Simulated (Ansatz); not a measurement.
Run report: Al9N, geometry relaxation (part 1 of 2)

Al9N (slab, 10 atoms in the cell), computed with DFT PBEsol, scalar-relativistic, plane waves, PAW, no spin polarisation (Ansatz 0.2.0).

The structure derives from a Materials Project entry. The input holds or restrains some coordinates. Forces given for the steps count only the free coordinates. It belongs to a series of runs on one base structure; here: N over the place (0/4, 1/4) of the surface cell, its height relaxed.

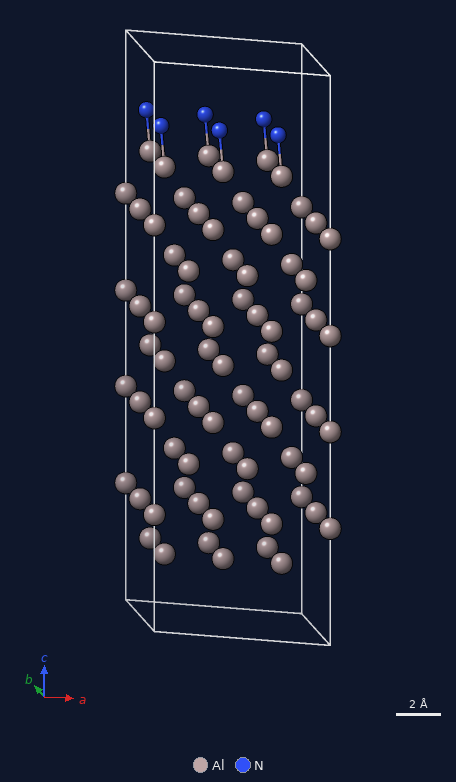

*The starting structure (ball-and-stick view of the 3 × 2 repeat of the cell, with the vacuum cut short, seen slightly off an axis). An atom can appear more than once, as a periodic image.*

Input
```yaml
crystal:
  lattice:
    - [2.8362844918, 0.0, 0.0]
    - [-1.4181422459, 2.4562944222, 0.0]
    - [0.0, 0.0, 37.6442989108]
  atoms:
    - { symbol: Al, position: [0.3333333333, 0.6666666667, 0.2257978033] }
    - { symbol: Al, position: [0.0, 0.0, 0.2877072406] }
    - { symbol: Al, position: [0.6666666667, 0.3333333333, 0.3496166779] }
    - { symbol: Al, position: [0.0, 0.0, 0.4115261153] }
    - { symbol: Al, position: [0.3333333333, 0.6666666667, 0.4729161237] }
    - { symbol: Al, position: [0.0, 0.0, 0.5342805556] }
    - { symbol: Al, position: [0.6666666667, 0.3333333333, 0.5966221375] }
    - { symbol: Al, position: [0.0, 0.0, 0.6583877038] }
    - { symbol: Al, position: [0.3333333333, 0.6666666667, 0.7209215701] }
    - { symbol: "N", position: [0.3333333333, 0.9166666667, 0.7687375755] }
basis:
  ecutwfc: 420
kpoints:
  mp_grid: { grid: [12, 12, 1] }
hamiltonian:
  xc: pbesol
scf:
  occupations: { method: gaussian, width: 0.1 }
output:
  forces: true
  eigenvalues: true
  write_density: true
  write_potential: true
  elf: true
  volumetric_format: npy
relax:
  adjacent_minimum: "off"
  f_tol: 0.02
  max_steps: 25
  constraints: [{ sites: [0, 1, 2, 3, 4, 5, 6, 7, 8] }, { site: 9, fix: xy }]
efield:
  axis: 3
  dipole_correction: true
  ramp_width: 0.04
```

Launched with:
```bash
ansatz run input.yaml --threads 1 --pin off --max-ram 2560MiB --backend cpu --events-out ev --progress --plain --runs-dir out
```

The program's output
```
Engine: ansatz 0.2.0, x86_64-unknown-linux-gnu
Pseudopotentials: kind: paw
Pseudopotential: Al, paw, valence charge 3, recommended cutoff 420 eV (normal), Al.paw.azcp
Pseudopotential: N, paw, valence charge 5, recommended cutoff 420 eV (normal), N.paw.azcp
Functional definition: PBEsol
  exchange = pbesol_x
  correlation = pbesol_c
Crystal: 10 atoms, lattice volume = 262.258 Å³
Basis set: ecut = 420 eV, 5189 PW (Γ), exchange–correlation on 40×40×512 points (8 copies of the dense FFT grid, shifted against one another)
Bands: 26, of which v1, the nominal top of the filled ones, is band 16 counted from 1 (15 counted from 0)
Symmetry: 1 space group operations
Space group: P1 (ITA 1), of the structure as read, at distance tolerance 6.4e-5 Å
k-points: 74 of 144 (time reversal used)
Non-local potential: Al, projectors of the file, l = 0: 2, l = 1: 2, l = 2: 1
Non-local potential: N, projectors of the file, l = 0: 2, l = 1: 2, l = 2: 1
PAW form: soft (Blöchl's): semilocal exchange-correlation on the pseudo side does not see the compensation charge
PAW frozen core: Al, regenerated for the run's functional, and the local potential with it (the file was generated under x = pbe(κ = 0.804, μ = 0.2195149727645171), c = pbe(β = 0.06672455060314922))
PAW frozen core: N, regenerated for the run's functional, and the local potential with it (the file was generated under x = pbe(κ = 0.804, μ = 0.2195149727645171), c = pbe(β = 0.06672455060314922))
PAW one-centre angular grid: Al, 110 points (default); XC on 64 Gauss nodes
PAW one-centre angular grid: N, 110 points (default); XC on 64 Gauss nodes
Initial density: superposition of atomic densities (neutral atoms: chi_scale 0, normalization atom), corrected by the library's trained network
Initial wavefunctions: pseudopotential atomic-orbital guess
Functional: x = pbesol(κ = 0.804, μ = 0.12345679012345678), c = pbesol(β = 0.046)
SCF iter   1: F=—  HF=-5095.249631 eV  |F-HF|=—  |Δ(HF+E_count)|=         —  Δρ=1.39e-2  dr2=1.05e1  ethr=1.77e-3  p=-0.159 e·Å  D=-1.10e-1 V/Å  ΔV_dip=4.14 eV  dr2_dipole=7.06e0  V_vac-E_F(+/−)=8.16/4.02 eV  ⟨swp⟩=10.3  Hψ=14263  notcnv=0  defer=9
efield: sawtooth ramp at fractional position 0.9773 (placed from the atoms, in the widest stretch of the axis that holds none; the zero of the levels goes with the place), width 0.0400; the density the first Hamiltonian is built on has a dipole p = -0.159 e·Å; the dipole correction subtracts the counter field D = -1.10e-1 V/Å, which shifts the + side's vacuum level by +4.14 eV against the − side's; the planar-averaged density in the ramp window peaks in size at 2.0e-5 e/Å³
preconditioner: auto → LDOS  [metal: Δε(μ)=0.004 eV  Ē_g=7.163 eV  σ=0.100 eV  W_gap=0.02  n_scr=22 (ndim 8)  ℏωp=13.0 eV  f_vac=0.357  D(μ)=4.53/eV (n_scr^D=20)  β→1.0]
SCF iter   2: F=—  HF=-5095.155694 eV  |F-HF|=—  |Δ(HF+E_count)|=   9.39e-2  Δρ=3.29e-3  dr2=3.90e-1  ethr=1.77e-3  p=-0.154 e·Å  D=-1.06e-1 V/Å  ΔV_dip=4.00 eV  dr2_dipole=2.93e-1  V_vac-E_F(+/−)=8.07/4.07 eV  ⟨swp⟩=1.6  Hψ=2608  notcnv=0  defer=89
SCF iter   3: F=—  HF=-5095.155904 eV  |F-HF|=—  |Δ(HF+E_count)|=   2.10e-4  Δρ=6.90e-4  dr2=3.36e-3  ethr=1.22e-3  p=-0.157 e·Å  D=-1.08e-1 V/Å  ΔV_dip=4.07 eV  dr2_dipole=8.52e-4  V_vac-E_F(+/−)=8.15/4.08 eV  ⟨swp⟩=1.1  Hψ=1681  notcnv=0  defer=121
SCF iter   4: F=—  HF=-5095.156005 eV  |F-HF|=—  |Δ(HF+E_count)|=   1.01e-4  Δρ=1.57e-4  dr2=7.69e-4  ethr=1.05e-5  p=-0.158 e·Å  D=-1.09e-1 V/Å  ΔV_dip=4.11 eV  dr2_dipole=4.26e-4  V_vac-E_F(+/−)=8.19/4.08 eV  ⟨swp⟩=2.3  Hψ=2834  notcnv=0  defer=151
iter 5 did not close the SCF: its close was put off for the readings that it lacked (scf_convergence_deferred on its scf_iter line)
SCF iter   5: F=-5095.156018 eV  HF=-5095.156030 eV  |F-HF|=1.27e-5  |Δ(HF+E_count)|=   2.57e-5  Δρ=3.27e-5  dr2=7.90e-6  ethr=2.40e-6  p=-0.159 e·Å  D=-1.09e-1 V/Å  ΔV_dip=4.12 eV  dr2_dipole=7.66e-6  V_vac-E_F(+/−)=8.20/4.08 eV  ⟨swp⟩=1.2  Hψ=1844  notcnv=0  defer=147
iter 6 did not close the SCF: its close was put off until two iterations running show no level that it waits for move by more than its bar (scf_convergence_deferred on its scf_iter line)
SCF iter   6: F=-5095.156033 eV  HF=-5095.156035 eV  |F-HF|=1.95e-6  |Δ(HF+E_count)|=   4.63e-6  Δρ=1.23e-5  dr2=1.98e-6  ethr=2.47e-8  p=-0.159 e·Å  D=-1.10e-1 V/Å  ΔV_dip=4.12 eV  dr2_dipole=4.37e-7  V_vac-E_F(+/−)=8.20/4.08 eV  ⟨swp⟩=21.9  Hψ=22703  notcnv=0
iter 7 did not close the SCF: its close was put off until two iterations running show no level that it waits for move by more than its bar (scf_convergence_deferred on its scf_iter line)
SCF iter   7: F=-5095.156035 eV  HF=-5095.156035 eV  |F-HF|=2.31e-7  |Δ(HF+E_count)|=   2.95e-8  Δρ=4.88e-6  dr2=3.01e-7  ethr=6.18e-9  p=-0.159 e·Å  D=-1.10e-1 V/Å  ΔV_dip=4.12 eV  dr2_dipole=5.96e-8  V_vac-E_F(+/−)=8.20/4.08 eV  ⟨swp⟩=11.8  Hψ=16634  notcnv=0
SCF iter   8: F=-5095.156035 eV  HF=-5095.156035 eV  |F-HF|=1.33e-8  |Δ(HF+E_count)|=   4.59e-8  Δρ=9.43e-7  dr2=5.11e-9  ethr=9.42e-10  p=-0.159 e·Å  D=-1.10e-1 V/Å  ΔV_dip=4.12 eV  dr2_dipole=9.82e-10  V_vac-E_F(+/−)=8.20/4.08 eV  ⟨swp⟩=10.9  Hψ=15152  notcnv=0
SCF 1 converged in 8 iterations: F = -5095.156035 eV  dr2 = 5.11e-9
  greatest PAW one-centre occupation: 0.850 electrons in one spin orbital (limit 2), on the N atom at site 9 (counted from 0), in its partial waves of l = 0
relax step   1: F+E_penalty+E_count = -5095.15603513 eV  Δ(F+E_penalty+E_count) = +0.000e0 eV  max|allowed force component| = 1.790e0 eV/Å  Δτ_max = 0.0000 Å  (8 SCF iters, dr2 threshold 1.00e-5 eV, accepted)
Initial density: handed on by an earlier stage of this run
Initial wavefunctions: those handed on with the density
SCF iter   1: F=—  HF=-5095.315048 eV  |F-HF|=—  |Δ(HF+E_count)|=         —  Δρ=1.28e-2  dr2=6.12e0  ethr=3.10e-3  p=-0.159 e·Å  D=-1.10e-1 V/Å  ΔV_dip=4.12 eV  dr2_dipole=5.18e0  V_vac-E_F(+/−)=8.29/4.17 eV  ⟨swp⟩=2.2  Hψ=3760  notcnv=0  defer=194
efield: sawtooth ramp at fractional position 0.9773 (handed on by an earlier solve), width 0.0400; the density the first Hamiltonian is built on has a dipole p = -0.159 e·Å; the dipole correction subtracts the counter field D = -1.10e-1 V/Å, which shifts the + side's vacuum level by +4.12 eV against the − side's; the planar-averaged density in the ramp window peaks in size at 4.5e-7 e/Å³
preconditioner: auto → LDOS  [metal: Δε(μ)=0.004 eV  Ē_g=7.224 eV  σ=0.100 eV  W_gap=0.02  n_scr=22 (ndim 8)  ℏωp=13.0 eV  f_vac=0.357  D(μ)=5.66/eV (n_scr^D=22)  β→1.0]
SCF iter   2: F=—  HF=-5095.264323 eV  |F-HF|=—  |Δ(HF+E_count)|=   5.07e-2  Δρ=2.54e-3  dr2=1.17e-2  ethr=3.10e-3  p=-0.163 e·Å  D=-1.12e-1 V/Å  ΔV_dip=4.23 eV  dr2_dipole=4.32e-4  V_vac-E_F(+/−)=8.33/4.10 eV  ⟨swp⟩=1.1  Hψ=2534  notcnv=0  defer=202
SCF iter   3: F=—  HF=-5095.269144 eV  |F-HF|=—  |Δ(HF+E_count)|=   4.82e-3  Δρ=1.00e-3  dr2=7.20e-3  ethr=3.65e-5  p=-0.163 e·Å  D=-1.12e-1 V/Å  ΔV_dip=4.23 eV  dr2_dipole=3.10e-3  V_vac-E_F(+/−)=8.32/4.09 eV  ⟨swp⟩=2.5  Hψ=3397  notcnv=0  defer=213
SCF iter   4: F=—  HF=-5095.268634 eV  |F-HF|=—  |Δ(HF+E_count)|=   5.10e-4  Δρ=2.57e-4  dr2=6.31e-4  ethr=2.25e-5  p=-0.162 e·Å  D=-1.12e-1 V/Å  ΔV_dip=4.22 eV  dr2_dipole=3.90e-4  V_vac-E_F(+/−)=8.31/4.09 eV  ⟨swp⟩=1.1  Hψ=1755  notcnv=0  defer=210
SCF iter   5: F=—  HF=-5095.268756 eV  |F-HF|=—  |Δ(HF+E_count)|=   1.22e-4  Δρ=7.35e-5  dr2=2.17e-5  ethr=1.97e-6  p=-0.162 e·Å  D=-1.12e-1 V/Å  ΔV_dip=4.20 eV  dr2_dipole=6.19e-6  V_vac-E_F(+/−)=8.29/4.09 eV  ⟨swp⟩=2.1  Hψ=2230  notcnv=0  defer=210
SCF iter   6: F=-5095.268747 eV  HF=-5095.268759 eV  |F-HF|=1.21e-5  |Δ(HF+E_count)|=   3.50e-6  Δρ=1.48e-5  dr2=7.30e-6  ethr=6.78e-8  p=-0.162 e·Å  D=-1.11e-1 V/Å  ΔV_dip=4.20 eV  dr2_dipole=6.04e-6  V_vac-E_F(+/−)=8.28/4.09 eV  ⟨swp⟩=23.6  Hψ=23744  notcnv=0
SCF 2 converged in 6 iterations: F = -5095.268747 eV  dr2 = 7.30e-6
  Residual-converged pass: ⟨swp⟩=1.1  Hψ=2225  notcnv=0  max |occ|·‖R‖ = 7.0e-9 eV (tolerance 1.0e-8 eV)  dr2=7.30e-6  dr2_onsite=1.67e-8  max |Δocc| = 4.5e-10
  greatest PAW one-centre occupation: 0.849 electrons in one spin orbital (limit 2), on the N atom at site 9 (counted from 0), in its partial waves of l = 0
relax step   2: F+E_penalty+E_count = -5095.26874696 eV  Δ(F+E_penalty+E_count) = -1.127e-1 eV  max|allowed force component| = 1.109e0 eV/Å  Δτ_max = 0.0767 Å  (6 SCF iters, dr2 threshold 1.00e-4 eV, accepted)
SCF iter   1: F=—  HF=-5095.451991 eV  |F-HF|=—  |Δ(HF+E_count)|=         —  Δρ=2.06e-2  dr2=1.67e1  ethr=3.10e-3  p=-0.162 e·Å  D=-1.11e-1 V/Å  ΔV_dip=4.20 eV  dr2_dipole=1.38e1  V_vac-E_F(+/−)=8.43/4.24 eV  ⟨swp⟩=2.7  Hψ=5154  notcnv=0  defer=222
efield: sawtooth ramp at fractional position 0.9773 (handed on by an earlier solve), width 0.0400; the density the first Hamiltonian is built on has a dipole p = -0.162 e·Å; the dipole correction subtracts the counter field D = -1.11e-1 V/Å, which shifts the + side's vacuum level by +4.20 eV against the − side's; the planar-averaged density in the ramp window peaks in size at 7.4e-7 e/Å³
preconditioner: auto → LDOS  [metal: Δε(μ)=0.014 eV  Ē_g=7.285 eV  σ=0.100 eV  W_gap=0.08  n_scr=22 (ndim 8)  ℏωp=13.0 eV  f_vac=0.359  D(μ)=5.27/eV (n_scr^D=22)  β→1.0]
SCF iter   2: F=—  HF=-5095.304799 eV  |F-HF|=—  |Δ(HF+E_count)|=   1.47e-1  Δρ=3.99e-3  dr2=1.30e-1  ethr=3.10e-3  p=-0.170 e·Å  D=-1.17e-1 V/Å  ΔV_dip=4.41 eV  dr2_dipole=1.03e-1  V_vac-E_F(+/−)=8.51/4.09 eV  ⟨swp⟩=1.3  Hψ=2634  notcnv=0  defer=206
SCF iter   3: F=—  HF=-5095.314858 eV  |F-HF|=—  |Δ(HF+E_count)|=   1.01e-2  Δρ=1.63e-3  dr2=2.50e-2  ethr=4.07e-4  p=-0.169 e·Å  D=-1.16e-1 V/Å  ΔV_dip=4.38 eV  dr2_dipole=1.16e-2  V_vac-E_F(+/−)=8.49/4.10 eV  ⟨swp⟩=2.0  Hψ=2483  notcnv=0  defer=223
SCF iter   4: F=—  HF=-5095.313975 eV  |F-HF|=—  |Δ(HF+E_count)|=   8.83e-4  Δρ=5.37e-4  dr2=2.81e-3  ethr=7.82e-5  p=-0.168 e·Å  D=-1.16e-1 V/Å  ΔV_dip=4.35 eV  dr2_dipole=1.04e-3  V_vac-E_F(+/−)=8.45/4.10 eV  ⟨swp⟩=1.6  Hψ=2231  notcnv=0  defer=221
SCF iter   5: F=—  HF=-5095.314061 eV  |F-HF|=—  |Δ(HF+E_count)|=   8.60e-5  Δρ=1.21e-4  dr2=4.15e-5  ethr=2.40e-7  p=-0.167 e·Å  D=-1.15e-1 V/Å  ΔV_dip=4.33 eV  dr2_dipole=2.74e-5  V_vac-E_F(+/−)=8.43/4.10 eV  ⟨swp⟩=24.8  Hψ=26924  notcnv=0
SCF iter   6: F=-5095.314074 eV  HF=-5095.314081 eV  |F-HF|=7.53e-6  |Δ(HF+E_count)|=   2.00e-5  Δρ=3.01e-5  dr2=6.08e-6  ethr=1.30e-7  p=-0.167 e·Å  D=-1.15e-1 V/Å  ΔV_dip=4.33 eV  dr2_dipole=3.84e-6  V_vac-E_F(+/−)=8.43/4.10 eV  ⟨swp⟩=17.6  Hψ=20538  notcnv=0
SCF 3 converged in 6 iterations: F = -5095.314074 eV  dr2 = 6.08e-6
  Residual-converged pass: ⟨swp⟩=1.0  Hψ=2220  notcnv=0  max |occ|·‖R‖ = 7.1e-9 eV (tolerance 1.0e-8 eV)  dr2=6.08e-6  dr2_onsite=7.32e-8  max |Δocc| = 2.1e-10
relax step   3: F+E_penalty+E_count = -5095.31407359 eV  Δ(F+E_penalty+E_count) = -4.533e-2 eV  max|allowed force component| = 4.083e-1 eV/Å  Δτ_max = 0.1099 Å  (6 SCF iters, dr2 threshold 7.69e-5 eV, accepted)
iter 1 solved again at ethr=2.93e-3 eV; its pass at ethr=3.10e-3 eV (dr2=9.37e-1 eV) is discarded
SCF iter   1: F=—  HF=-5095.327072 eV  |F-HF|=—  |Δ(HF+E_count)|=         —  Δρ=4.82e-3  dr2=9.29e-1  ethr=2.93e-3  p=-0.167 e·Å  D=-1.15e-1 V/Å  ΔV_dip=4.33 eV  dr2_dipole=7.74e-1  V_vac-E_F(+/−)=8.39/4.06 eV  ⟨swp⟩=1.0  Hψ=5641  notcnv=0  defer=27
efield: sawtooth ramp at fractional position 0.9773 (handed on by an earlier solve), width 0.0400; the density the first Hamiltonian is built on has a dipole p = -0.167 e·Å; the dipole correction subtracts the counter field D = -1.15e-1 V/Å, which shifts the + side's vacuum level by +4.33 eV against the − side's; the planar-averaged density in the ramp window peaks in size at 8.8e-7 e/Å³
preconditioner: auto → LDOS  [metal: Δε(μ)=0.009 eV  Ē_g=7.221 eV  σ=0.100 eV  W_gap=0.05  n_scr=22 (ndim 8)  ℏωp=13.0 eV  f_vac=0.359  D(μ)=5.19/eV (n_scr^D=22)  β→1.0]
SCF iter   2: F=—  HF=-5095.318502 eV  |F-HF|=—  |Δ(HF+E_count)|=   8.57e-3  Δρ=7.72e-4  dr2=2.39e-3  ethr=2.90e-3  p=-0.165 e·Å  D=-1.14e-1 V/Å  ΔV_dip=4.29 eV  dr2_dipole=3.26e-5  V_vac-E_F(+/−)=8.38/4.09 eV  ⟨swp⟩=1.1  Hψ=1705  notcnv=0  defer=27
SCF iter   3: F=—  HF=-5095.319096 eV  |F-HF|=—  |Δ(HF+E_count)|=   5.94e-4  Δρ=3.23e-4  dr2=4.33e-4  ethr=7.47e-6  p=-0.165 e·Å  D=-1.14e-1 V/Å  ΔV_dip=4.28 eV  dr2_dipole=2.95e-6  V_vac-E_F(+/−)=8.37/4.09 eV  ⟨swp⟩=2.2  Hψ=2989  notcnv=0  defer=155
SCF iter   4: F=—  HF=-5095.319030 eV  |F-HF|=—  |Δ(HF+E_count)|=   6.61e-5  Δρ=7.82e-5  dr2=4.22e-5  ethr=1.35e-6  p=-0.165 e·Å  D=-1.14e-1 V/Å  ΔV_dip=4.29 eV  dr2_dipole=1.81e-5  V_vac-E_F(+/−)=8.38/4.09 eV  ⟨swp⟩=1.3  Hψ=1757  notcnv=0  defer=154
SCF iter   5: F=-5095.319043 eV  HF=-5095.319044 eV  |F-HF|=1.14e-6  |Δ(HF+E_count)|=   1.41e-5  Δρ=2.23e-5  dr2=2.98e-6  ethr=7.06e-8  p=-0.165 e·Å  D=-1.14e-1 V/Å  ΔV_dip=4.30 eV  dr2_dipole=2.28e-7  V_vac-E_F(+/−)=8.39/4.10 eV  ⟨swp⟩=22.1  Hψ=23711  notcnv=0
SCF 4 converged in 5 iterations: F = -5095.319043 eV  dr2 = 2.98e-6
  Residual-converged pass: ⟨swp⟩=1.1  Hψ=2234  notcnv=0  max |occ|·‖R‖ = 7.1e-9 eV (tolerance 1.0e-8 eV)  dr2=2.98e-6  dr2_onsite=2.30e-8  max |Δocc| = 4.1e-10
relax step   4: F+E_penalty+E_count = -5095.31904307 eV  Δ(F+E_penalty+E_count) = -4.969e-3 eV  max|allowed force component| = 4.640e-3 eV/Å  Δτ_max = 0.0249 Å  (5 SCF iters, dr2 threshold 2.26e-5 eV, accepted)
iter 1 solved again at ethr=1.01e-8 eV; its pass at ethr=3.10e-3 eV (dr2=3.22e-6 eV) is discarded
SCF iter   1: F=—  HF=-5095.319030 eV  |F-HF|=—  |Δ(HF+E_count)|=         —  Δρ=2.25e-5  dr2=3.23e-6  ethr=1.01e-8  p=-0.165 e·Å  D=-1.14e-1 V/Å  ΔV_dip=4.30 eV  dr2_dipole=4.43e-7  V_vac-E_F(+/−)=8.39/4.10 eV  ⟨swp⟩=1.0  Hψ=5624  notcnv=0
efield: sawtooth ramp at fractional position 0.9773 (handed on by an earlier solve), width 0.0400; the density the first Hamiltonian is built on has a dipole p = -0.165 e·Å; the dipole correction subtracts the counter field D = -1.14e-1 V/Å, which shifts the + side's vacuum level by +4.30 eV against the − side's; the planar-averaged density in the ramp window peaks in size at 9.0e-7 e/Å³
preconditioner: auto → LDOS  [metal: Δε(μ)=0.011 eV  Ē_g=7.228 eV  σ=0.100 eV  W_gap=0.06  n_scr=22 (ndim 8)  ℏωp=13.0 eV  f_vac=0.359  D(μ)=5.76/eV (n_scr^D=22)  β→1.0]
SCF iter   2: F=—  HF=-5095.319045 eV  |F-HF|=—  |Δ(HF+E_count)|=   1.55e-5  Δρ=1.69e-5  dr2=2.47e-6  ethr=1.01e-8  p=-0.165 e·Å  D=-1.14e-1 V/Å  ΔV_dip=4.30 eV  dr2_dipole=3.14e-7  V_vac-E_F(+/−)=8.39/4.10 eV  ⟨swp⟩=2.0  Hψ=2896  notcnv=0
SCF iter   3: F=—  HF=-5095.319045 eV  |F-HF|=—  |Δ(HF+E_count)|=   1.47e-8  Δρ=5.19e-6  dr2=3.06e-7  ethr=7.72e-9  p=-0.165 e·Å  D=-1.14e-1 V/Å  ΔV_dip=4.30 eV  dr2_dipole=1.86e-7  V_vac-E_F(+/−)=8.39/4.10 eV  ⟨swp⟩=2.1  Hψ=2555  notcnv=0
SCF iter   4: F=—  HF=-5095.319045 eV  |F-HF|=—  |Δ(HF+E_count)|=   5.68e-8  Δρ=3.41e-6  dr2=1.27e-7  ethr=3.13e-10  p=-0.165 e·Å  D=-1.14e-1 V/Å  ΔV_dip=4.30 eV  dr2_dipole=7.28e-8  V_vac-E_F(+/−)=8.39/4.10 eV  ⟨swp⟩=13.5  Hψ=15193  notcnv=0
iter 5 did not close the SCF: its close was put off until two iterations running show no level that it waits for move by more than its bar (scf_convergence_deferred on its scf_iter line)
SCF iter   5: F=-5095.319045 eV  HF=-5095.319045 eV  |F-HF|=8.67e-10  |Δ(HF+E_count)|=   8.11e-8  Δρ=6.08e-7  dr2=4.21e-9  ethr=3.13e-10  p=-0.165 e·Å  D=-1.14e-1 V/Å  ΔV_dip=4.30 eV  dr2_dipole=2.74e-9  V_vac-E_F(+/−)=8.39/4.10 eV  ⟨swp⟩=11.7  Hψ=13913  notcnv=0
SCF iter   6: F=-5095.319045 eV  HF=-5095.319045 eV  |F-HF|=5.36e-10  |Δ(HF+E_count)|=   4.84e-9  Δρ=9.88e-8  dr2=9.04e-11  ethr=1.32e-11  p=-0.165 e·Å  D=-1.14e-1 V/Å  ΔV_dip=4.30 eV  dr2_dipole=4.35e-11  V_vac-E_F(+/−)=8.39/4.10 eV  ⟨swp⟩=8.8  Hψ=12117  notcnv=0
SCF 5 converged in 6 iterations: F = -5095.319045 eV  dr2 = 9.04e-11
relax step   5: F+E_penalty+E_count = -5095.31904511 eV  Δ(F+E_penalty+E_count) = -2.034e-6 eV  max|allowed force component| = 3.844e-3 eV/Å  Δτ_max = 0.0000 Å  (6 SCF iters, accepted)
```
